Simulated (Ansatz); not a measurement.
# Energy of AgCl along a strain of the cell

System: AgCl (2 atoms in the cell).
Method: DFT r2SCAN, scalar-relativistic, plane waves, PAW, no spin polarisation (Ansatz 0.2.0).

The 5 runs differ only in the geometry, by a strain of the cell at fixed fractional positions. Against run 3, the strain is εxx = η and εyy = η. The structure derives from an entry of the Crystallography Open Database.

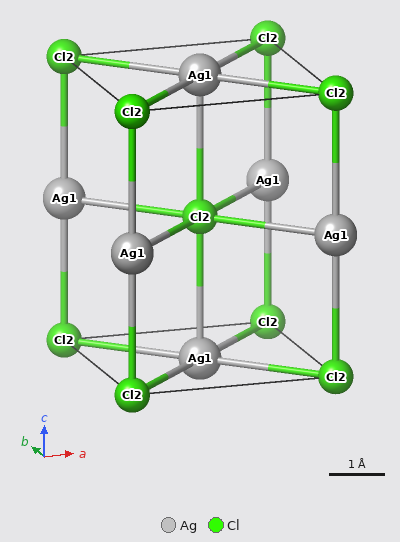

Figure 1. The structure of run 3 (ball-and-stick view of the cell 2 times as large as that of the calculation, set on its symmetry axes, seen slightly off an axis; atoms are numbered from 1 in the order of the input). An atom can appear more than once, as a periodic image.

**Input of run 3**
```yaml
crystal:
  lattice:
    - [0.0, 2.77315, 2.6899555]
    - [2.77315, 0.0, 2.6899555]
    - [2.77315, 2.77315, 0.0]
  atoms:
    - { symbol: Ag, position: [0.5, 0.5, 0.5] }
    - { symbol: Cl, position: [0.0, 0.0, 0.0] }
basis:
  ecutwfc: 500
kpoints:
  mp_grid: { grid: [8, 8, 8] }
hamiltonian:
  xc: r2scan
scf:
  occupations: { method: gaussian, width: 0.05 }
output:
  forces: true
  stress: true
  eigenvalues: true
```

Command:
```bash
ansatz run input.yaml --threads 1 --pin off --max-ram 2560MiB --backend cpu --events-out ev --progress --plain --runs-dir out
```

Run 2 differs from it as follows:
```diff
-    - [0.0, 2.77315, 2.6899555]
-    - [2.77315, 0.0, 2.6899555]
-    - [2.77315, 2.77315, 0.0]
+    - [0.0, 2.73155275, 2.6899555]
+    - [2.73155275, 0.0, 2.6899555]
+    - [2.73155275, 2.73155275, 0.0]
```

**Results, with one run withheld**

| run | strain parameter η (%) | free energy per atom, from the lowest run given (meV) | pressure (GPa) | gap on the mesh (eV) |
| --- | --- | --- | --- | --- |
| 1 | −3.0000 | 27.69 | 5.79 | 1.49 |
| 2 | −1.5000 | ? | ? | ? |
| 3 | 0.0000 | 1.93 | 1.72 | 1.38 |
| 4 | 1.5000 | 0.00 | 0.20 | 1.35 |
| 5 | 3.0000 | 3.61 | −1.06 | 1.32 |

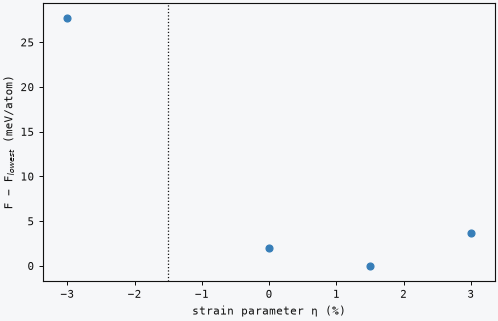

Figure 2. Free energy per atom of the runs given; the dotted line marks run 2.

Estimate the energy of run 2 from the others.

A quadratic polynomial in the coordinate, fitted to the 4 runs given, misses them by at most 0.38 meV per atom. With x = η − 0.3750, it reads F = 0.93562 − 2.858 x + 1.4978 x² (meV per atom). At run 2 it gives 11.56 meV per atom, and the run itself gives 10.66. The fit has its minimum at η = 1.3291 %. The fit misses that run by 0.90 meV per atom. The gap on the mesh goes, without turning, from 1.49 eV in run 1 to 1.32 eV in run 5; run 2 has 1.43 eV. These are gaps of this functional on this mesh, which can miss the band edges; they aren't the measured gap.

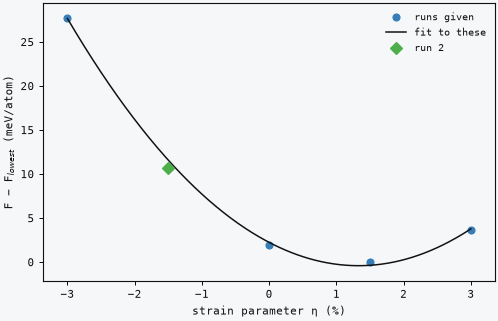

Figure 3. The fit and the withheld run.

**Output, shortened to warnings, some set-up lines, iterations and results (run 2)**
```
Basis set: ecut = 500 eV, 973 PW (Γ), exchange–correlation on 120×120×120 points (64 copies of the dense FFT grid, shifted against one another)
Symmetry: 16 space group operations
k-points: 59 of 512
Initial density: superposition of atomic densities (neutral atoms: chi_scale 0, normalization atom), corrected by the library's trained network
[...]
SCF iter   1: F=—  HF=-8688.717654 eV  |F-HF|=—  |Δ(HF+E_count)|=         —  Δρ=7.97e-3  dr2=1.87e-2  dr2_τ=5.29e-3  ethr=1.77e-3  ⟨swp⟩=5.5  Hψ=5018  notcnv=0
SCF iter   2: F=—  HF=-8688.720355 eV  |F-HF|=—  |Δ(HF+E_count)|=   2.70e-3  Δρ=4.39e-3  dr2=3.57e-3  dr2_τ=7.99e-4  ethr=7.18e-5  ⟨swp⟩=2.1  Hψ=2027  notcnv=0
SCF iter   3: F=—  HF=-8688.719965 eV  |F-HF|=—  |Δ(HF+E_count)|=   3.90e-4  Δρ=2.06e-3  dr2=7.04e-4  dr2_τ=7.72e-5  ethr=1.37e-5  ⟨swp⟩=2.7  Hψ=1619  notcnv=0
SCF iter   4: F=—  HF=-8688.720056 eV  |F-HF|=—  |Δ(HF+E_count)|=   9.07e-5  Δρ=7.25e-4  dr2=9.67e-5  dr2_τ=1.17e-5  ethr=2.71e-6  ⟨swp⟩=1.0  Hψ=1003  notcnv=0
SCF iter   5: F=—  HF=-8688.720066 eV  |F-HF|=—  |Δ(HF+E_count)|=   1.06e-5  Δρ=1.30e-4  dr2=3.41e-6  dr2_τ=4.47e-7  ethr=3.72e-7  ⟨swp⟩=1.7  Hψ=1387  notcnv=0
SCF iter   6: F=-8688.720067 eV  HF=-8688.720067 eV  |F-HF|=9.10e-9  |Δ(HF+E_count)|=   5.03e-7  Δρ=1.45e-5  dr2=4.35e-8  dr2_τ=6.39e-9  ethr=3.85e-10  ⟨swp⟩=3.7  Hψ=4930  …
SCF 1 converged in 6 iterations: F = -8688.720067 eV  dr2 = 4.35e-8
SCF converged after 6 iterations
Free energy (F): -8688.720067 eV
Harris-Foulkes:  -8688.720067 eV  (|F-HF|=9.10e-9)
Internal energy: -8688.720067 eV  (E = F + TS)
E sigma→0 (E₀):  -8688.720067 eV
Fermi energy:    9.632835 eV
--- Per-component energies (eV) ---
  E_band       = -361.138218
  E_kinetic    = 690.908178
  E_local      = -3122.549027  (includes V_loc(G=0)·N_el)
  E_nonlocal   = 114.195856
  E_hartree    = 1377.202309
  E_xc         = -281.102061
  E_vxc        = -394.983435  (∫ρ·V_xc dr)
  E_paw        = -4592.831456  (= ΣΔE_a)
  E_vpaw       = -428.548124  (= ΣTr[D̂ρ^β])
  E_aug_tail   = 0.000089  (compensation charges beyond the density's cutoff)
  E_vtau       = 25.444332  (kinetic-family band-sum trace: ∫τ·v_τ [+ j·A + Jᵃ·Aᵃ] dr)
  E_ewald      = -2873.898237
  E_core_change = -0.645718  (= ΣΔE_core)
  E_smearing   = -0.000000  (= −TS)
  E_closure    = -0.000000  (closes the sum)
  Σ components = -8688.720067   (vs F -8688.720067, Δ=0.00e0)
--- Forces (eV/Å), atoms counted from 1 ---
  atom   1  Ag     0.00000000     0.00000000     0.00000000
  atom   2  Cl    -0.00000000    -0.00000000     0.00000000
  max |Σ_I F_I| component: 9.94e-29 eV/Å
--- Stress (GPa, compression-positive) ---
        3.305142       0.000000       0.000000
        0.000000       3.305142       0.000000
        0.000000      -0.000000       4.087938
  P = ⅓ Tr σ = 3.5661 GPa (35.661 kbar)
```
